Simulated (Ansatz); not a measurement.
## Electronic structure of AlN in real space

The calculation's input:

```
crystal:
  lattice:
    - [-0.0404454407, 2.0020493127, 2.0020493127]
    - [1.9818265923, -0.0202227203, 1.9818265923]
    - [2.022272033, 2.022272033, -0.060668161]
  atoms:
    - { symbol: Al, position: [0.5, 0.5, 0.5] }
    - { symbol: "N", position: [0.0, 0.0, 0.0] }
basis:
  ecutwfc: 520.0
kpoints:
  mp_grid: { grid: [10, 10, 10] }
hamiltonian:
  xc: pbesol
  pseudopotentials: { kind: paw, azcp: { folder: soft_1 } }
scf:
  occupations: { method: gaussian, width: 0.05 }
output:
  forces: true
  stress: true
  eigenvalues: true
  write_density: true
  write_potential: true
  elf: true
  volumetric_format: npy
```

Command:

```sh
ansatz run input.yaml --threads 1 --pin off --max-ram 2048MiB --backend cpu --events-out ev --progress --plain --runs-dir out
```

Below, planes, directions and counts refer to the conventional cell (a = 2.80 Å, b = 2.83 Å, c = 2.86 Å, α = 61.66°, β = 61.33°, γ = 61.00°).

Space group P-1; a structure from a database of computed crystals, not necessarily the ambient phase; changed on purpose from its base cell (engineering shear strain xz -0.0400, engineering shear strain yz -0.0200); PAW files of the earlier set (soft_1).

These are results of DFT PBEsol, scalar-relativistic, plane waves, PAW (Ansatz), not measurements.

Core electrons are frozen (PAW), and the valence fields are smoothed inside the atomic spheres.

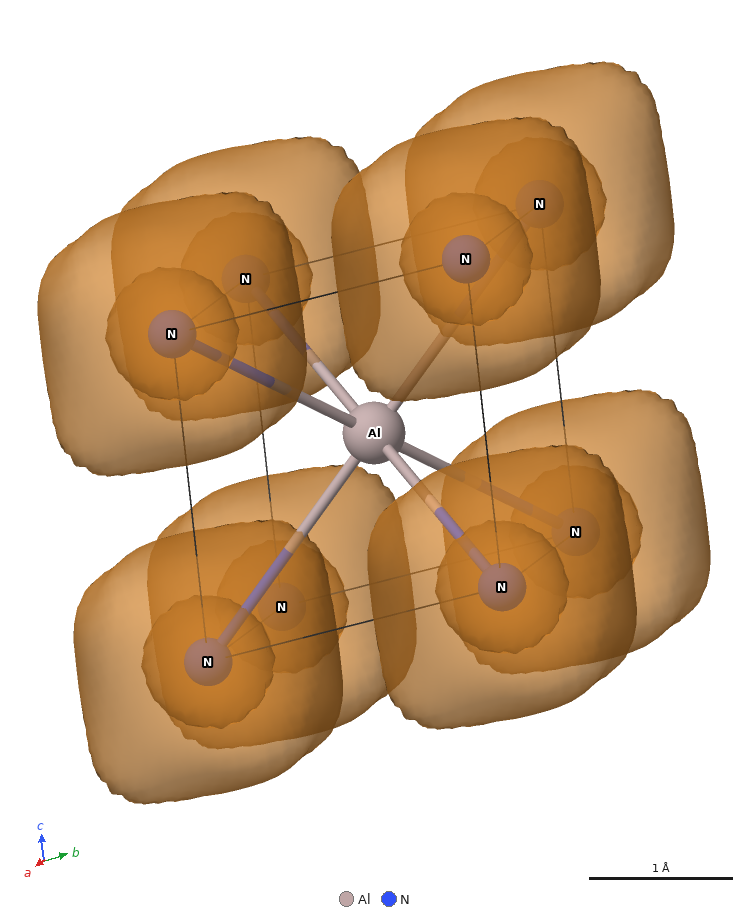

Figure 1. Isosurface of the ELF at 0.7 (orange), seen slightly off an axis. Core shells and regions of very low density are left out. Sticks mark near contacts.

Describe the localisation domains.

Answer. The ELF exceeds this value in one region on N in which the atom's valence shell and bonds are merged, counted in one cell of 2 atoms. Any copies at cell faces, edges or corners count once. Profiles from the grid: Al–N (2.02 Å): the ELF peaks at about 0.85 in the valence shell of N, 0.8 Å from its nucleus, and is about 0.80 at the midpoint.

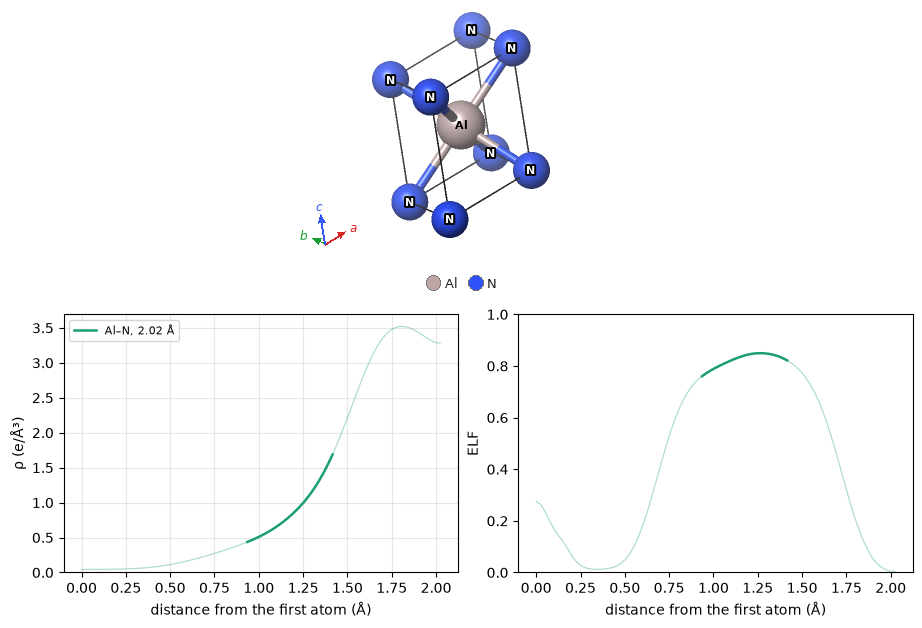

Figure 2. Valence charge density (pseudo) and ELF along straight lines between neighbouring atoms. Thin, pale parts lie inside the atomic spheres. The structure is drawn too.

What can be read from the curves?

Answer. Al–N (2.02 Å): ρ at the midpoint is about 0.52 e/Å³; the ELF peaks at about 0.85 in the valence shell of N, 0.8 Å from its nucleus, and is about 0.80 at the midpoint.

Does the calculation give a band gap?

Answer. It is gapped, with a Kohn–Sham gap of 3.8 eV on the k-point mesh (the band edges may lie off the mesh, which would make the gap smaller).
